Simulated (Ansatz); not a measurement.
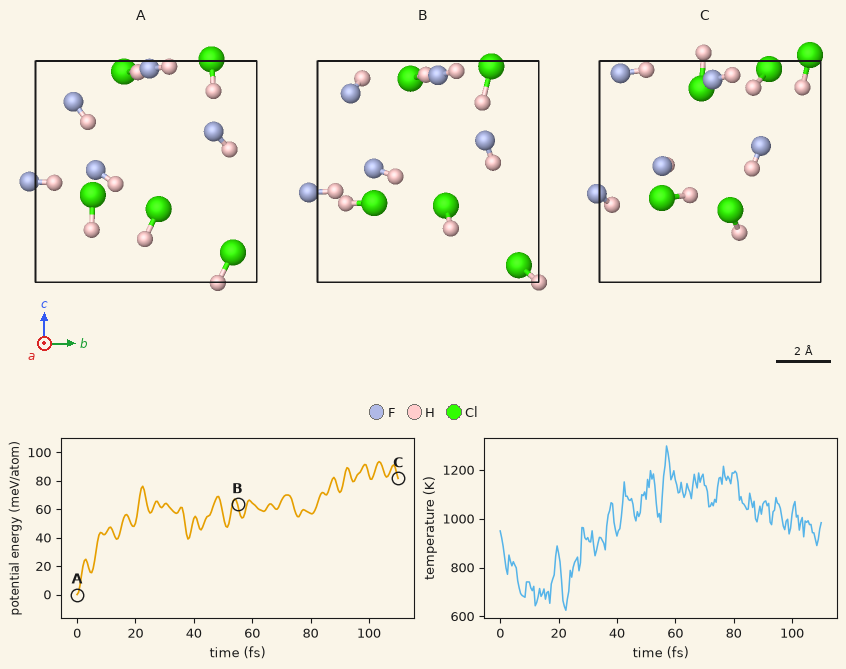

First-principles dynamics of a periodic cell with 5 HF + 5 HCl at 0.849 g/cm³, 110 fs long. Frames (A at 0 fs, B at 55 fs, C at 110 fs) and the history of the run. The picture is a ball-and-stick view of the simulation cell, seen along the a axis. Atoms that leave the cell re-enter on the other side.

Theory: Ansatz 0.2.0, DFT PBE, scalar-relativistic, plane waves, PAW. Set-up: plane-wave cutoff 420 eV; k-point mesh 1 × 1 × 1; Fermi-Dirac smearing 0.02 eV; low-accuracy preset; Langevin thermostat (NVT); set temperature 1000 K; time step 0.5 fs; friction 0.02 per fs.

What happens in this trajectory?

The mean temperature in the second half is 1077 K (standard deviation 85 K). The potential energy is still drifting at the end, so the run hasn't reached equilibrium. The potential energy in the second half lies on average 71.9 meV per atom above the first frame. Root-mean-square distances from the starting positions over the second half, with the common drift of all atoms taken out: H 1.16 Å, F 0.68 Å, Cl 0.62 Å. The heavy atoms stay within a fraction of a molecule's size of their starting places, while the hydrogen atoms travel further, as molecules turn; so short a run doesn't tell a liquid from a solid.

Limits of the set-up: the program's low-accuracy preset was used; the periodic images lie only 8.2 Å apart, so the values are limited by the cell's size.

Cost: 7.9 min on 1 thread of Arm Neoverse V2, with other jobs on the host, peak memory 0.56 GiB.
